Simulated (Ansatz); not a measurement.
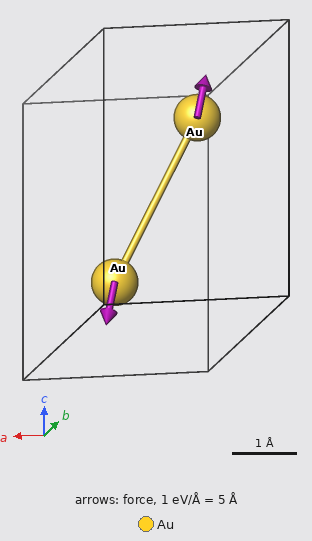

Starting geometry of crystalline Au (set up in P-1) with the computed forces as purple arrows. The picture is a ball-and-stick view of the cell of the calculation, seen from a free direction.

Case: all atoms moved at random, sigma 0.1 Å for each component; relaxed back.

All numbers below come from DFT PBE, scalar-relativistic, plane waves, PAW in Ansatz 0.2.0. Set-up: plane-wave cutoff 420 eV; k-point mesh 14 × 14 × 8; occupations gaussian; smearing width 0.15 eV; no spin polarisation; cell and atoms relaxed; force threshold 0.01 eV/Å; at most 80 steps.

Is this structure relaxed? If not, where do the atoms go?

It isn't relaxed: the largest force vector, on Au atoms, is 0.15 eV/Å. The final displacements follow the starting forces only in part (cosine between the two patterns 0.51). The largest moves relative to the cell, 0.033 Å, are those of Au atoms. The drawn cell changes at constant volume: a 2.943 → 2.946 Å (+0.1 %), b 2.943 → 2.948 Å (+0.2 %), c 4.892 → 4.884 Å (−0.2 %), γ 121.7° → 121.9°. Among the contacts that change: Au–Au 3.029 → 2.972 Å, Au–Au 2.919 → 2.963 Å, Au–Au 2.945 → 2.968 Å, Au–Au 2.991 → 2.972 Å. The space group (tolerance 0.01 Å) goes from P-1 (No. 2) to Cmcm (No. 63). The energy falls by 1.4 meV per atom in 3 accepted moves (5 points after the start). The largest force component goes from 0.15 to 0.0011 eV/Å. Pressure: 0.04 GPa at the start and −0.01 GPa at the end. The line search rejected the trial step at point 1 of the run. The SCF was repeated once at an unchanged geometry on a basis and grid sized afresh for the cell, which shifted the energy by less than 0.05 meV per atom at most. Cost: 2.9 min on 1 thread of Arm Neoverse V2, with other jobs on the host, peak memory 0.74 GiB.
